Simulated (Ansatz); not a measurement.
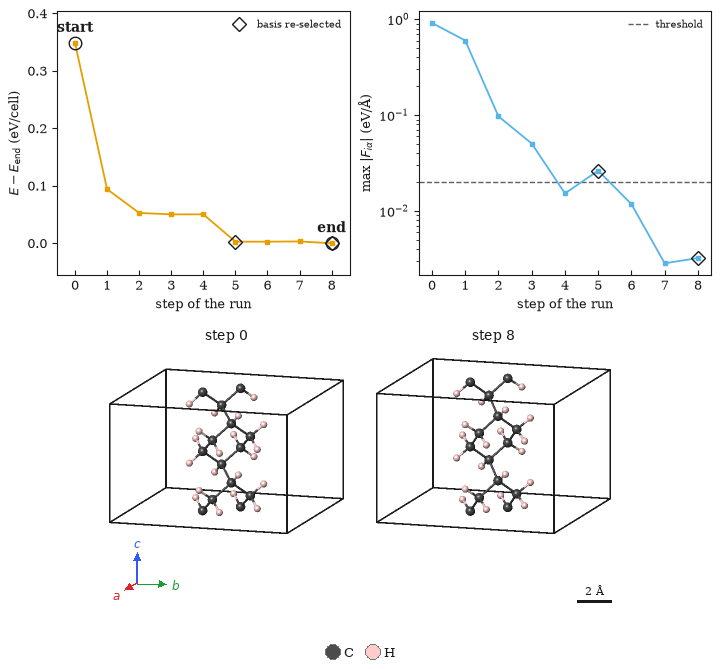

First and last geometry of a relaxation of a wire of composition H$_{5}$C$_{3}$, with the history of the run. The picture is a ball-and-stick view of the 2 repeat of the cell, with the vacuum cut short, seen slightly off an axis.

Case: wire along [0 0 1], 6 atoms a period, capped with H.

Method: DFT PBE, scalar-relativistic, plane waves, PAW in Ansatz 0.2.0.

Input
```yaml
crystal:
  lattice:
    - [12.9, 0.0, 0.0]
    - [0.0, 13.2, 0.0]
    - [0.0, 0.0, 3.5714737265]
  atoms:
    - { symbol: C, position: [0.5346073036, 0.5338207739, 0.5] }
    - { symbol: C, position: [0.6038219107, 0.4661792261, 0.25] }
    - { symbol: C, position: [0.5346073036, 0.3985376782, 0.0] }
    - { symbol: C, position: [0.3961780893, 0.5338207739, 0.0] }
    - { symbol: C, position: [0.4653926964, 0.4661792261, 0.75] }
    - { symbol: C, position: [0.4653926964, 0.6014623218, 0.25] }
    - { symbol: H, position: [0.5833911635, 0.5814959098, 0.6762050743] }
    - { symbol: H, position: [0.6526057706, 0.5138543619, 0.0737949257] }
    - { symbol: H, position: [0.6526057706, 0.4185040902, 0.4262050743] }
    - { symbol: H, position: [0.5833911635, 0.3508625424, 0.8237949257] }
    - { symbol: H, position: [0.4858234436, 0.3508625424, 0.1762050743] }
    - { symbol: H, position: [0.3473942294, 0.4861456381, 0.1762050743] }
    - { symbol: H, position: [0.3473942294, 0.5814959098, 0.8237949257] }
    - { symbol: H, position: [0.4166088365, 0.4185040902, 0.5737949257] }
    - { symbol: H, position: [0.5141765564, 0.6491374576, 0.0737949257] }
    - { symbol: H, position: [0.4166088365, 0.6491374576, 0.4262050743] }
basis:
  ecutwfc: 420
kpoints:
  mp_grid: { grid: [1, 1, 9] }
hamiltonian:
  xc: pbe
scf:
  occupations: { method: gaussian, width: 0.05 }
output:
  forces: true
  stress: true
  eigenvalues: true
  populations: true
  write_density: true
  write_potential: true
  elf: true
  volumetric_format: npy
relax:
  adjacent_minimum: "off"
  f_tol: 0.02
  max_steps: 45
  cell: { fix: [a, b, alpha, beta, gamma], stress_tol: 0.03 }
```

Launched with:
```bash
ansatz run input.yaml --threads 4 --pin off --max-ram 11264MiB --backend cpu --events-out ev --progress --plain --runs-dir out
```

Read the history and describe the run.

It converged. The largest moves relative to the centre of the atoms, 0.17 Å, are those of H7 and H14. By element the largest moves are H 0.17 Å, C 0.07 Å. Along the periodic axis the drawn cell goes c 7.143 → 7.774 Å (+8.8 %). Near-neighbour distances that change, for instance: C1–H7 1.090 → 1.102 Å, C2–C3 1.546 → 1.535 Å, C1–C5 1.546 → 1.557 Å. Among the angles between lasting bonds that change: H12–C4–H13 109.5° → 105.4°, C5–C4–C6 109.5° → 113.0°, C2–C1–H7 109.5° → 107.2°. Over 6 accepted moves (8 points after the start) the energy falls by 0.349 eV per cell of the calculation. Largest force component: 0.92 eV/Å at the start, 0.0032 eV/Å at the end. At 2 points the geometry stayed and the basis and grid were re-selected for the new cell (energy shift of 47.5 meV per cell of the calculation at most each time). Cost: 19 s on 4 threads of Intel(R) Xeon(R) 6975P-C (Granite Rapids), on a shared host, peak memory 1 GiB.
